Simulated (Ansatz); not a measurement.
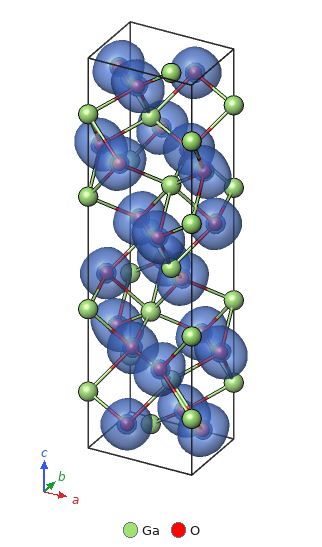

Ga$_{2}$O$_{3}$. Isosurface of the electron localisation function at 0.65 (blue), seen slightly off an axis. Only the valence region is drawn (cores and ρ < 0.01 e/Å³ removed). Sticks mark near contacts.

Space group R-3c; started from the measured structure prototype, which need not be the ambient phase.

Method: Ansatz 0.2.0, DFT, LDA, plane waves, PAW.

Core electrons are frozen (PAW), and the valence fields are smoothed inside the atomic spheres.

Input

```
crystal:
  lattice:
    - [2.5287808758, 1.4599923194, 4.5409449893]
    - [-2.5287808758, 1.4599923194, 4.5409449893]
    - [0.0, -2.9199846388, 4.5409449893]
  atoms:
    - { symbol: Ga, position: [0.3558404619, 0.3558404619, 0.3558404619] }
    - { symbol: Ga, position: [0.1441595381, 0.1441595381, 0.1441595381] }
    - { symbol: Ga, position: [0.6441595381, 0.6441595381, 0.6441595381] }
    - { symbol: Ga, position: [0.8558404619, 0.8558404619, 0.8558404619] }
    - { symbol: O, position: [0.5531316629, 0.9468683371, 0.25] }
    - { symbol: O, position: [0.25, 0.5531316629, 0.9468683371] }
    - { symbol: O, position: [0.9468683371, 0.25, 0.5531316629] }
    - { symbol: O, position: [0.4468683371, 0.0531316629, 0.75] }
    - { symbol: O, position: [0.75, 0.4468683371, 0.0531316629] }
    - { symbol: O, position: [0.0531316629, 0.75, 0.4468683371] }
kpoints:
  mp_grid: { grid: [6, 6, 6] }
hamiltonian:
  xc: lda
scf:
  occupations: { method: fermi_dirac, width: 0.02 }
relax:
  f_tol: 0.005
  cell: {}
output:
  write_density: true
  write_potential: true
  elf: true
  volumetric_format: npy
```

Run with:

```sh
ansatz run input.yaml --threads 4 --pin off --max-ram 9216MiB --backend cpu --events-out ev --progress --plain --runs-dir out
```

Below, planes, directions and counts refer to the conventional cell (a = 4.95 Å, b = 4.95 Å, c = 13.31 Å, α = 90.00°, β = 90.00°, γ = 120.00°).

The fields are those of the relaxed geometry.

Q: Identify the bonds, lone pairs and shells in this picture.

A: At this value the surface marks out 18 regions wrapped around O (the valence shell of each), counted in one cell of 30 atoms. Regions shared between cells count once. Profiles from the grid: Ga–O (1.91 Å): the ELF peaks at about 0.85 in the valence shell of O, 0.6 Å from its nucleus, and is about 0.35 at the midpoint. Ga–O (2.06 Å): the ELF peaks at about 0.85 in the valence shell of O, 0.6 Å from its nucleus, and is about 0.30 at the midpoint: no localised pair shows between them.

Q: Metal or insulator at this level of theory?

A: It is gapped, with a Kohn–Sham gap of 3.0 eV on the k-point mesh (the band edges may lie off the mesh, which would make the gap smaller).
